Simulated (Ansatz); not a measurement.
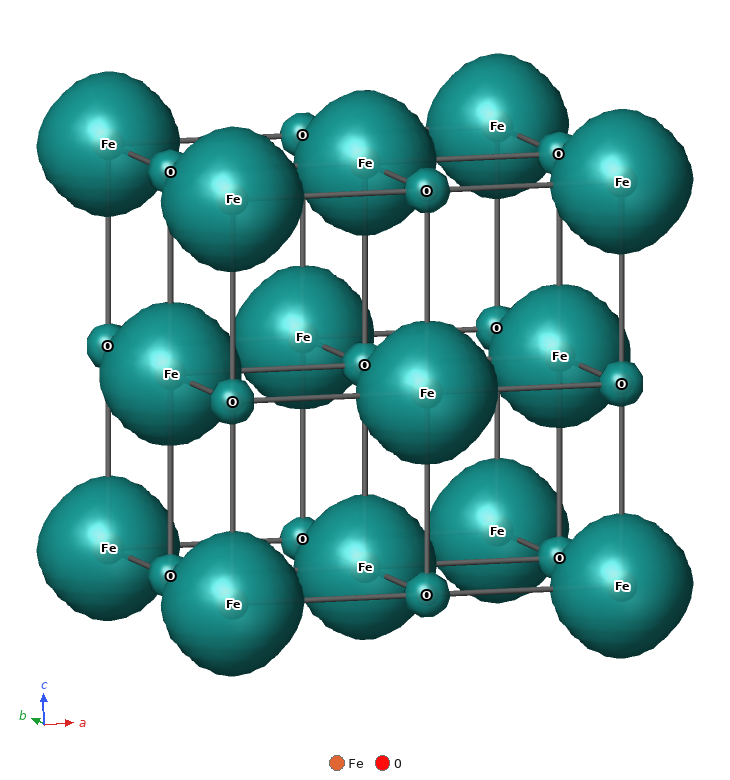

FeO. Isosurfaces of the spin density at +0.5 (teal) and −0.5 e/Å³ (pink), seen slightly off an axis. Sticks mark near contacts.

Space group Fm-3m; spin-polarised.

These are results of Ansatz, DFT PBEsol, scalar-relativistic, plane waves, PAW, not measurements.

In a PAW calculation such maps are meaningful between the atoms, not at the nuclei.

Question: Describe the spin distribution.

Answer: The spin density sits on Fe: +3.4 μB (×4) in one cell of 8 atoms, with smaller moments on other sites: O (up to +0.34 μB): parallel moments, as they must be, since the calculation's own cell holds one magnetic site. The cell of the calculation (2 atoms) carries 4.0 μB of net spin moment. Only one sign reaches the isovalue.
